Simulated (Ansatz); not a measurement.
## Run report: Ti, geometry relaxation

System: Ti (1 atom in the cell).
Method: DFT PBEsol, scalar-relativistic, plane waves, PAW, PAW set soft_1, no spin polarisation (Ansatz 0.2.0).

The structure derives from an entry of the Crystallography Open Database. Figures and captions count atoms from 1; the log counts them from 0 in places.

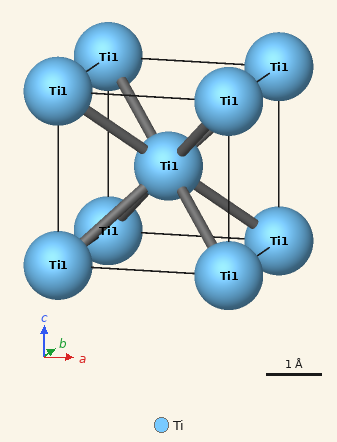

Fig. 1: The structure as given in the input (ball-and-stick view of the cell 2 times as large as that of the calculation, set on its symmetry axes, seen slightly off an axis; atoms are numbered from 1 in the order of the input). An atom can appear more than once, as a periodic image. Near neighbours in the periodic cell (some may lie outside the picture): Ti has 8 Ti at 2.84 Å.

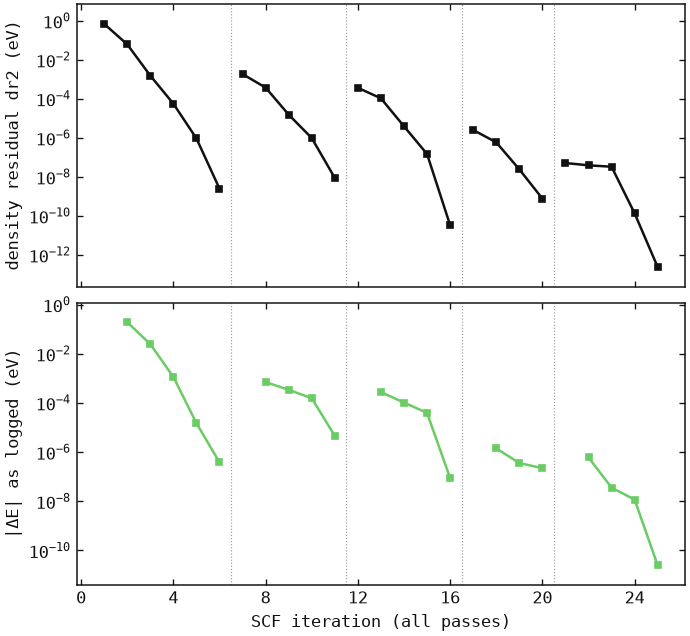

Fig. 2: Convergence of the self-consistent field: density residual dr2 and size of the energy change against the SCF iteration. The dotted lines part the SCF passes of the relaxation: geometry steps, rejected trials and re-solves on a re-selected basis. The 5 passes take 4 to 6 iterations each, 25 in all.

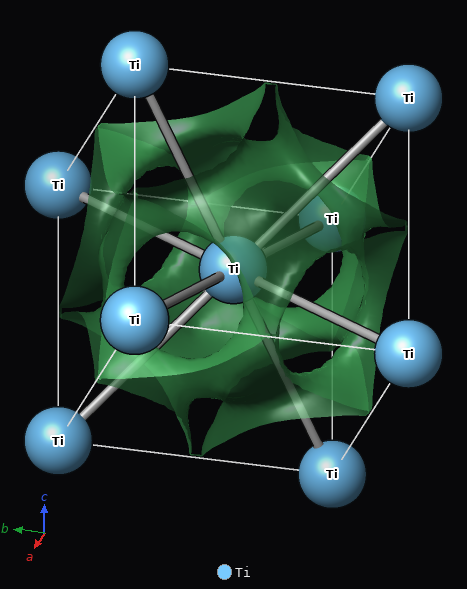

Fig. 3: Isosurface of the ELF at 0.45 (green), seen at an oblique angle. Only the valence region is drawn (cores and ρ < 0.01 e/Å³ removed). Sticks mark near contacts. The outline is the cell set on symmetry axes. Values along the shortest contacts: Ti–Ti (2.78 Å): the ELF is about 0.20 at the midpoint; no shared electron pair. In a PAW calculation such maps are meaningful between the atoms, not at the nuclei.

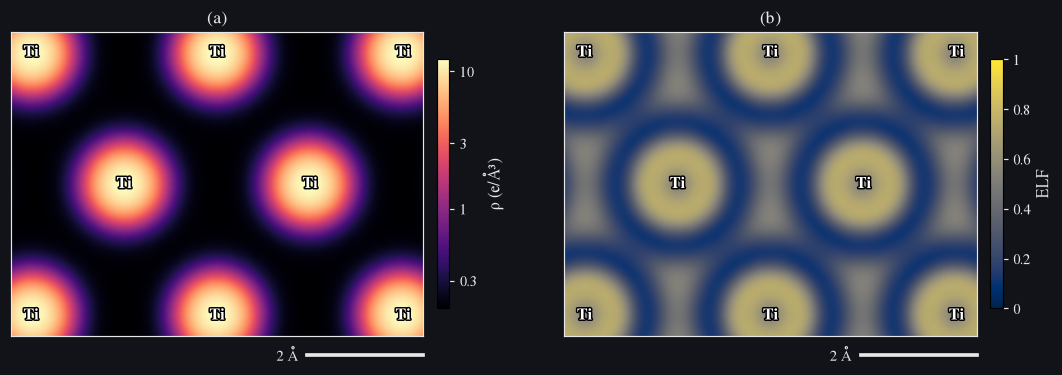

Fig. 4: (a) valence pseudo-density; (b) electron localisation function on the (101) plane of the conventional cell. The section cuts through Ti sites. Ti–Ti (2.78 Å): ρ is about 0.2 e/Å³ halfway; the ELF is about 0.15 at the midpoint (no shared electron pair). Away from the nuclei the density in this plane falls to 0.19 e/Å³ at its lowest. The ELF has a maximum of about 0.55 in the space between the atoms. The strong features right at Ti lie inside the PAW spheres (semicore, d or f shells) and say nothing about bonding.

These pictures come from the run below.

### Input file
```yaml
crystal:
  lattice:
    - [-1.641, 1.641, 1.641]
    - [1.641, -1.641, 1.641]
    - [1.641, 1.641, -1.641]
  atoms:
    - { symbol: Ti, position: [0.0, 0.0, 0.0] }
basis:
  ecutwfc: 420
kpoints:
  mp_grid: { grid: [18, 18, 18] }
hamiltonian:
  xc: pbesol
  pseudopotentials: { kind: paw, azcp: { folder: soft_1 } }
scf:
  occupations: { method: gaussian, width: 0.1 }
output:
  forces: true
  stress: true
  eigenvalues: true
  write_density: true
  write_potential: true
  elf: true
  volumetric_format: npy
relax:
  adjacent_minimum: "off"
  f_tol: 0.005
  max_steps: 80
  cell: { stress_tol: 0.05 }
```

Run as:
```bash
ansatz run input.yaml --threads 2 --pin off --max-ram 6144MiB --backend cpu --events-out ev --progress --plain --runs-dir out
```

### Output
```
Warning: [file] the record states the generating functional pbe (its physics header spells it `PBE`), which answers neither for hamiltonian.xc's functional nor for the pbesol family's — results may be inconsistent (PPs are generated against a specific XC)
Engine: ansatz 0.2.0, aarch64-unknown-linux-gnu
Pseudopotentials: kind: paw
Pseudopotential: Ti, paw, valence charge 12, recommended cutoff 420 eV (normal), [file]
Functional definition: PBEsol
  exchange = pbesol_x
  correlation = pbesol_c
Crystal: 1 atoms, lattice volume = 17.676 Å³
Basis set: ecut = 420 eV, 369 PW (Γ), exchange–correlation on 40×40×40 points (8 copies of the dense FFT grid, shifted against one another)
Bands: 10, of which v1, the nominal top of the filled ones, is band 6 counted from 1 (5 counted from 0)
Symmetry: 48 space group operations
Space group: Im-3m (ITA 229), of the structure as read, at distance tolerance 2.6e-5 Å
k-points: 195 of 5832
Non-local potential: Ti, projectors of the file, l = 0: 3, l = 1: 2, l = 2: 3, l = 3: 1
PAW form: soft (Blöchl's): semilocal exchange-correlation on the pseudo side does not see the compensation charge
PAW frozen core: Ti, regenerated for the run's functional, and the local potential with it (the file was generated under x = pbe(κ = 0.804, μ = 0.2195149727645171), c = pbe(β = 0.06672455060314922))
PAW one-centre angular grid: Ti, 590 points (default); XC on 64 Gauss nodes
Initial density: superposition of atomic densities (chi_scale 0.1, normalization cell)
Initial wavefunctions: pseudopotential atomic-orbital guess
Functional: x = pbesol(κ = 0.804, μ = 0.12345679012345678), c = pbesol(β = 0.046)
SCF iter   1: F=—  HF=-2473.993761 eV  |F-HF|=—  |Δ(HF+E_count)|=         —  Δρ=5.99e-2  dr2=6.90e-1  ethr=3.10e-3  ⟨swp⟩=4.2  Hψ=9949  notcnv=0
preconditioner: auto → none  [metal: Δε(μ)=0.022 eV  Ē_g=4.471 eV  σ=0.100 eV  W_gap=0.12  n_scr=0 (ndim 8)  ℏωp=17.7 eV  f_vac=0.000  D(μ)=2.31/eV (n_scr^D=42)]
SCF iter   2: F=—  HF=-2473.802083 eV  |F-HF|=—  |Δ(HF+E_count)|=   1.92e-1  Δρ=2.15e-2  dr2=6.13e-2  ethr=3.10e-3  ⟨swp⟩=2.9  Hψ=5421  notcnv=0  defer=24
SCF iter   3: F=—  HF=-2473.777573 eV  |F-HF|=—  |Δ(HF+E_count)|=   2.45e-2  Δρ=3.40e-3  dr2=1.53e-3  ethr=5.11e-4  ⟨swp⟩=2.2  Hψ=3532  notcnv=0  defer=24
SCF iter   4: F=—  HF=-2473.776431 eV  |F-HF|=—  |Δ(HF+E_count)|=   1.14e-3  Δρ=6.66e-4  dr2=5.57e-5  ethr=1.27e-5  ⟨swp⟩=2.1  Hψ=3045  notcnv=0  defer=24
SCF iter   5: F=—  HF=-2473.776416 eV  |F-HF|=—  |Δ(HF+E_count)|=   1.49e-5  Δρ=8.56e-5  dr2=9.25e-7  ethr=4.65e-7  ⟨swp⟩=2.1  Hψ=2890  notcnv=0  defer=24
SCF iter   6: F=-2473.776415 eV  HF=-2473.776415 eV  |F-HF|=3.44e-9  |Δ(HF+E_count)|=   3.81e-7  Δρ=4.61e-6  dr2=2.47e-9  ethr=8.33e-10  ⟨swp⟩=8.3  Hψ=12540  notcnv=0
SCF 1 converged in 6 iterations: F = -2473.776415 eV  dr2 = 2.47e-9
  greatest PAW one-centre occupation: 0.999 electrons in one spin orbital (limit 2), on the Ti atom at site 0 (counted from 0), in its partial waves of l = 0
relax step   1: F+E_penalty+E_count = -2473.77641540 eV  Δ(F+E_penalty+E_count) = +0.000e0 eV  max|allowed force component| = 0.000e0 eV/Å  Δτ_max = 0.0000 Å  P = -6.773 GPa  Ω = 17.676 Å³  (6 SCF iters, dr2 threshold 1.00e-7 eV, accepted)
Crystal: 1 atoms, lattice volume = 15.565 Å³
Basis set: ecut = 420 eV, 321 PW (Γ), exchange–correlation on 40×40×40 points (8 copies of the dense FFT grid, shifted against one another)
Initial density: handed on by an earlier stage of this run
Initial wavefunctions: those handed on with the density
iter 1 solved again at ethr=1.52e-5 eV; its pass at ethr=3.10e-3 eV (dr2=1.82e-3 eV) is discarded
SCF iter   1: F=—  HF=-2473.779197 eV  |F-HF|=—  |Δ(HF+E_count)|=         —  Δρ=3.43e-3  dr2=1.84e-3  ethr=1.52e-5  ⟨swp⟩=1.0  Hψ=13232  notcnv=0
preconditioner: auto → none  [metal: Δε(μ)=0.009 eV  Ē_g=4.644 eV  σ=0.100 eV  W_gap=0.05  n_scr=0 (ndim 8)  ℏωp=18.8 eV  f_vac=0.000  D(μ)=2.10/eV (n_scr^D=42)]
SCF iter   2: F=—  HF=-2473.779897 eV  |F-HF|=—  |Δ(HF+E_count)|=   7.00e-4  Δρ=2.21e-3  dr2=3.72e-4  ethr=1.52e-5  ⟨swp⟩=2.3  Hψ=3001  notcnv=0
SCF iter   3: F=—  HF=-2473.780236 eV  |F-HF|=—  |Δ(HF+E_count)|=   3.39e-4  Δρ=6.11e-4  dr2=1.53e-5  ethr=3.10e-6  ⟨swp⟩=2.8  Hψ=3080  notcnv=0
SCF iter   4: F=—  HF=-2473.780391 eV  |F-HF|=—  |Δ(HF+E_count)|=   1.55e-4  Δρ=1.41e-4  dr2=9.65e-7  ethr=1.27e-7  ⟨swp⟩=2.0  Hψ=2370  notcnv=0
SCF iter   5: F=-2473.780396 eV  HF=-2473.780396 eV  |F-HF|=4.19e-8  |Δ(HF+E_count)|=   4.52e-6  Δρ=1.35e-5  dr2=8.73e-9  ethr=8.33e-10  ⟨swp⟩=7.9  Hψ=11387  notcnv=0
SCF 2 converged in 5 iterations: F = -2473.780396 eV  dr2 = 8.73e-9
relax step   2: F+E_penalty+E_count = -2473.78039574 eV  Δ(F+E_penalty+E_count) = -3.980e-3 eV  max|allowed force component| = 0.000e0 eV/Å  Δτ_max = 0.0000 Å  P = +7.522 GPa  Ω = 15.565 Å³  energy of the carried Pulay correction = +4.160e-4 eV  (5 SCF iters, dr2 threshold 1.00e-7 eV, accepted)
Crystal: 1 atoms, lattice volume = 16.609 Å³
iter 1 solved again at ethr=2.98e-6 eV; its pass at ethr=3.10e-3 eV (dr2=3.57e-4 eV) is discarded
SCF iter   1: F=—  HF=-2473.801449 eV  |F-HF|=—  |Δ(HF+E_count)|=         —  Δρ=1.51e-3  dr2=3.65e-4  ethr=2.98e-6  ⟨swp⟩=1.3  Hψ=13214  notcnv=0
preconditioner: auto → none  [metal: Δε(μ)=0.008 eV  Ē_g=4.319 eV  σ=0.100 eV  W_gap=0.05  n_scr=0 (ndim 8)  ℏωp=18.2 eV  f_vac=0.000  D(μ)=2.21/eV (n_scr^D=42)]
SCF iter   2: F=—  HF=-2473.801723 eV  |F-HF|=—  |Δ(HF+E_count)|=   2.74e-4  Δρ=1.12e-3  dr2=1.05e-4  ethr=2.98e-6  ⟨swp⟩=2.3  Hψ=3025  notcnv=0
SCF iter   3: F=—  HF=-2473.801825 eV  |F-HF|=—  |Δ(HF+E_count)|=   1.03e-4  Δρ=2.50e-4  dr2=3.86e-6  ethr=8.77e-7  ⟨swp⟩=2.8  Hψ=3122  notcnv=0
SCF iter   4: F=—  HF=-2473.801864 eV  |F-HF|=—  |Δ(HF+E_count)|=   3.91e-5  Δρ=2.98e-5  dr2=1.47e-7  ethr=3.22e-8  ⟨swp⟩=2.0  Hψ=3157  notcnv=0
SCF iter   5: F=-2473.801864 eV  HF=-2473.801864 eV  |F-HF|=4.41e-11  |Δ(HF+E_count)|=   8.73e-8  Δρ=1.02e-6  dr2=3.28e-11  ethr=8.33e-10  ⟨swp⟩=7.2  Hψ=10971  notcnv=0
SCF 3 converged in 5 iterations: F = -2473.801864 eV  dr2 = 3.28e-11
relax step   3: F+E_penalty+E_count = -2473.80186422 eV  Δ(F+E_penalty+E_count) = -2.147e-2 eV  max|allowed force component| = 0.000e0 eV/Å  Δτ_max = 0.0000 Å  P = -0.513 GPa  Ω = 16.609 Å³  energy of the carried Pulay correction = +2.039e-4 eV  (5 SCF iters, dr2 threshold 1.00e-7 eV, accepted)
Crystal: 1 atoms, lattice volume = 16.535 Å³
iter 1 solved again at ethr=1.60e-8 eV; its pass at ethr=3.10e-3 eV (dr2=1.92e-6 eV) is discarded
SCF iter   1: F=—  HF=-2473.801998 eV  |F-HF|=—  |Δ(HF+E_count)|=         —  Δρ=1.20e-4  dr2=2.51e-6  ethr=1.60e-8  ⟨swp⟩=2.0  Hψ=13082  notcnv=0
preconditioner: auto → none  [metal: Δε(μ)=0.003 eV  Ē_g=4.350 eV  σ=0.100 eV  W_gap=0.02  n_scr=0 (ndim 8)  ℏωp=18.3 eV  f_vac=0.000  D(μ)=2.19/eV (n_scr^D=42)]
SCF iter   2: F=—  HF=-2473.802000 eV  |F-HF|=—  |Δ(HF+E_count)|=   1.41e-6  Δρ=8.18e-5  dr2=5.81e-7  ethr=1.60e-8  ⟨swp⟩=2.0  Hψ=3095  notcnv=0
SCF iter   3: F=—  HF=-2473.802000 eV  |F-HF|=—  |Δ(HF+E_count)|=   3.57e-7  Δρ=2.28e-5  dr2=2.41e-8  ethr=8.33e-10  ⟨swp⟩=4.7  Hψ=9628  notcnv=0
SCF iter   4: F=-2473.802000 eV  HF=-2473.802000 eV  |F-HF|=2.09e-9  |Δ(HF+E_count)|=   2.21e-7  Δρ=3.01e-6  dr2=7.63e-10  ethr=2.01e-10  ⟨swp⟩=7.0  Hψ=10992  notcnv=0
SCF 4 converged in 4 iterations: F = -2473.802000 eV  dr2 = 7.63e-10
relax step   4: F+E_penalty+E_count = -2473.80200017 eV  Δ(F+E_penalty+E_count) = -1.359e-4 eV  max|allowed force component| = 0.000e0 eV/Å  Δτ_max = 0.0000 Å  P = -0.017 GPa  Ω = 16.535 Å³  energy of the carried Pulay correction = +2.183e-4 eV  (4 SCF iters, dr2 threshold 1.00e-7 eV, accepted)
Initial wavefunctions: pseudopotential atomic-orbital guess (no wavefunctions were taken with the density)
iter 1 solved again at ethr=9.79e-10 eV; its pass at ethr=3.10e-3 eV (dr2=1.17e-7 eV) is discarded
SCF iter   1: F=—  HF=-2473.801706 eV  |F-HF|=—  |Δ(HF+E_count)|=         —  Δρ=5.27e-5  dr2=5.07e-8  ethr=9.79e-10  ⟨swp⟩=3.0  Hψ=16080  notcnv=0
preconditioner: auto → none  [metal: Δε(μ)=0.002 eV  Ē_g=4.349 eV  σ=0.100 eV  W_gap=0.01  n_scr=0 (ndim 8)  ℏωp=18.3 eV  f_vac=0.000  D(μ)=2.19/eV (n_scr^D=42)]
SCF iter   2: F=—  HF=-2473.801707 eV  |F-HF|=—  |Δ(HF+E_count)|=   6.01e-7  Δρ=2.96e-5  dr2=3.87e-8  ethr=4.23e-10  ⟨swp⟩=2.0  Hψ=3098  notcnv=0
SCF iter   3: F=—  HF=-2473.801707 eV  |F-HF|=—  |Δ(HF+E_count)|=   3.58e-8  Δρ=1.45e-5  dr2=3.28e-8  ethr=3.22e-10  ⟨swp⟩=2.5  Hψ=2761  notcnv=0
SCF iter   4: F=—  HF=-2473.801707 eV  |F-HF|=—  |Δ(HF+E_count)|=   1.16e-8  Δρ=1.42e-6  dr2=1.33e-10  ethr=2.74e-10  ⟨swp⟩=2.1  Hψ=2896  notcnv=0
SCF iter   5: F=-2473.801707 eV  HF=-2473.801707 eV  |F-HF|=9.09e-13  |Δ(HF+E_count)|=  2.46e-11  Δρ=8.59e-8  dr2=2.35e-13  ethr=1.00e-12  ⟨swp⟩=3.3  Hψ=7611  notcnv=0
SCF 5 converged in 5 iterations: F = -2473.801707 eV  dr2 = 2.35e-13
relax step   5: F+E_penalty+E_count = -2473.80170670 eV  Δ(F+E_penalty+E_count) = +2.935e-4 eV  max|allowed force component| = 0.000e0 eV/Å  Δτ_max = 0.0000 Å  P = +0.004 GPa  Ω = 16.535 Å³  stress off target by 3.59e-3 GPa  SCF on the basis re-selected at this cell (its energy is not comparable with the rows above)  (5 SCF iters)
basis re-selected at this cell: Δ(F+E_penalty+E_count) = +2.935e-4 eV, ΔP = +0.021 GPa vs the last step (what re-selecting the basis moved, of the pressure what is left beyond the Pulay correction that the steps carried, after the strain that the cell walked since its last selection, with what the two solves' SCF thresholds leave and, on support functions, any second-order correction that the steps lacked; it is no measure of the basis error at this ecutwfc). This SCF's stress stands 3.59e-3 GPa from its target on what of the cell is left free (relax.cell.stress_tol is 5.00e-2 GPa) and its largest allowed force component is 0.00e0 eV/Å (relax.f_tol is 5.00e-3 eV/Å): within both
SCF converged after 5 iterations
Free energy (F): -2473.801707 eV
Harris-Foulkes:  -2473.801707 eV  (|F-HF|=9.09e-13)
Internal energy: -2473.790750 eV  (E = F + TS)
E sigma→0 (E₀):  -2473.796229 eV
Entropy (-TS):   -0.010956 eV (-10.956 meV/atom)
Fermi energy:    13.677374 eV
--- Per-component energies (eV) ---
  E_band       = -148.082322
  E_kinetic    = 282.437191
  E_local      = -846.878564  (includes V_loc(G=0)·N_el)
  E_nonlocal   = 62.286674
  E_hartree    = 336.778693
  E_xc         = -115.467837
  E_vxc        = -145.281348  (∫ρ·V_xc dr)
  E_paw        = -1017.613772  (= ΣΔE_a)
  E_vpaw       = -174.203578  (= ΣTr[D̂ρ^β])
  E_aug_tail   = -0.000077  (compensation charges beyond the density's cutoff)
  E_ewald      = -1175.472443
  E_core_change = 0.139385  (= ΣΔE_core)
  E_smearing   = -0.010956  (= −TS)
  E_closure    = -0.000000  (closes the sum)
  Σ components = -2473.801707   (vs F -2473.801707, Δ=0.00e0)
--- Forces (eV/Å), atoms counted from 1 ---
  atom   1  Ti    -0.00000000     0.00000000    -0.00000000
  max |Σ_I F_I| component: 1.05e-31 eV/Å
--- Stress (GPa, compression-positive) ---
        0.003589       0.000000       0.000000
        0.000000       0.003589      -0.000000
        0.000000      -0.000000       0.003589
  P = ⅓ Tr σ = 0.0036 GPa (0.036 kbar)
--- Band table (eV; the first three rows and the last of 195) ---
  k-point 0: bands = ["-42.4770", "-18.3841", "-18.3841", "-18.3841", "7.6561", "14.7103", "14.7103", "14.7103", "16.5994", "16.5994"]
  k-point 1: bands = ["-42.4721", "-18.4095", "-18.3918", "-18.3843", "7.7668", "14.6577", "14.6965", "14.7933", "16.5362", "16.6024"]
  k-point 2: bands = ["-42.4580", "-18.4822", "-18.4140", "-18.3848", "8.0904", "14.5098", "14.6356", "15.0375", "16.3922", "16.6137"]
  k-point 194: bands = ["-42.1979", "-18.9315", "-18.9315", "-18.9315", "11.3993", "11.3993", "17.8793", "17.8793", "17.8793", "22.4312"]
--- Relaxed structure (4 steps of the walk, 4 accepted, 1 SCFs on fresh bases) ---
  F+E_penalty+E_count = -2473.80170670 eV   max|allowed force component| = 0.000e0 eV/Å   (the final SCF, on the basis selected at the relaxed cell)
  cell:  # Å, volume = 16.5354 Å³
    - [-1.6049139936862646, 1.6049139936862646, 1.6049139936862646]
    - [1.6049139936862646, -1.6049139936862646, 1.6049139936862646]
    - [1.6049139936862646, 1.6049139936862646, -1.6049139936862646]
  atoms:
    - { symbol: Ti, position: [0.0, 0.0, 0.0] }
```

### Trajectory as extended XYZ (Å, eV, eV/Å), 5 frames, from step=1 to step=5
```
1
Lattice="-1.6410 1.6410 1.6410 1.6410 -1.6410 1.6410 1.6410 1.6410 -1.6410" Properties=species:S:1:pos:R:3:forces:R:3 step=1 energy=-2473.77641 pressure_GPa=-6.77
Ti    0.0000    0.0000    0.0000    0.0000   0.0000   0.0000
1
Lattice="-1.5729 1.5729 1.5729 1.5729 -1.5729 1.5729 1.5729 1.5729 -1.5729" Properties=species:S:1:pos:R:3:forces:R:3 step=2 energy=-2473.78040 pressure_GPa=7.52
Ti    0.0000    0.0000    0.0000    0.0000   0.0000   0.0000
1
Lattice="-1.6073 1.6073 1.6073 1.6073 -1.6073 1.6073 1.6073 1.6073 -1.6073" Properties=species:S:1:pos:R:3:forces:R:3 step=3 energy=-2473.80186 pressure_GPa=-0.51
Ti    0.0000    0.0000    0.0000    0.0000   0.0000   0.0000
1
Lattice="-1.6049 1.6049 1.6049 1.6049 -1.6049 1.6049 1.6049 1.6049 -1.6049" Properties=species:S:1:pos:R:3:forces:R:3 step=4 energy=-2473.80200 pressure_GPa=-0.02
Ti    0.0000    0.0000    0.0000    0.0000   0.0000   0.0000
1
Lattice="-1.6049 1.6049 1.6049 1.6049 -1.6049 1.6049 1.6049 1.6049 -1.6049" Properties=species:S:1:pos:R:3:forces:R:3 step=5 energy=-2473.80171 pressure_GPa=0.00
Ti    0.0000    0.0000    0.0000    0.0000   0.0000   0.0000
```

### Results in brief

```tsv
quantity	value
outcome	converged
space group (tolerance 0.01 Å)	Im-3m (229)
electrons treated	12
free energy	−2473.8017 eV
Fermi energy	13.677 eV
gap on the k-point mesh	none (metallic)
pressure	0.00 GPa
final volume	16.54 Å³
largest force (length of the vector) at the end	under 0.001 eV/Å
final cell	a = 2.780 Å, b = 2.780 Å, c = 2.780 Å, α = 109.47°, β = 109.47°, γ = 109.47°
hardware	2 threads of Arm Neoverse N1, 98 GiB of memory available, shared host
wall time	10 s (CPU time 19 s)
peak memory	0.32 GiB
```

### Notes

Warnings of the run: the PAW datasets were made with another functional.
